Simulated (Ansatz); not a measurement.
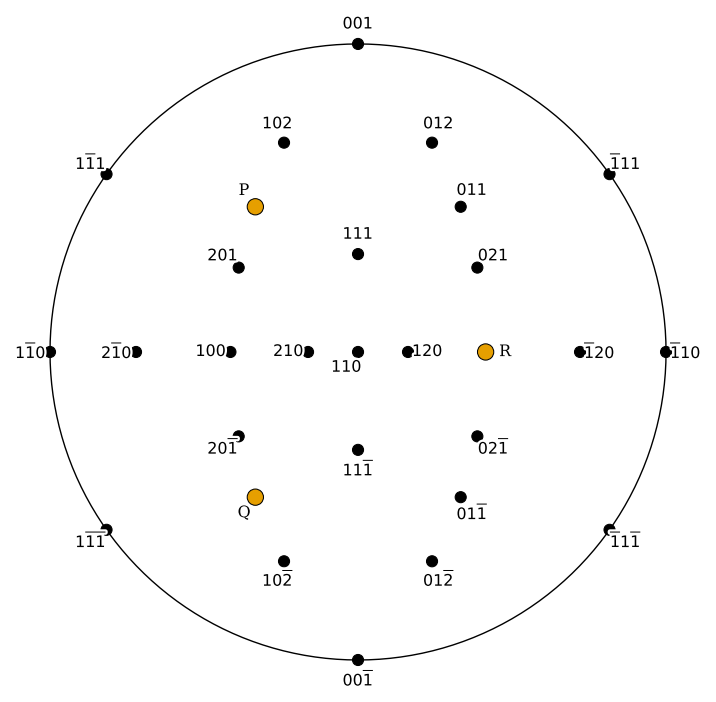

Stereographic projection of plane normals (upper hemisphere) centred on (1 1 0). Crystal: Rh, the geometry relaxed with DFT r2SCAN, scalar-relativistic, plane waves, PAW in Ansatz; the starting structure was generated, so it need not be a known form of this composition. The drawing is computed from the coordinates (standard cell, symmetry found to 0.002 Å).

a = 2.512 Å, b = 2.512 Å, c = 2.512 Å, α = 90.00°, β = 90.00°, γ = 90.00°.

Question: Index the poles marked P, Q, R.

Answer: P is (1 0 1), 60.0° from the centre; Q is (1 0 −1), 60.0° from the centre; R is (0 1 0), 45.0° from the centre.

Question: What is the angle between the normals of (−1 2 0) and (2 1 0), and what are their d_hkl = 1/|g|?

Answer: 90.0°; d = 1.124 Å and 1.124 Å.
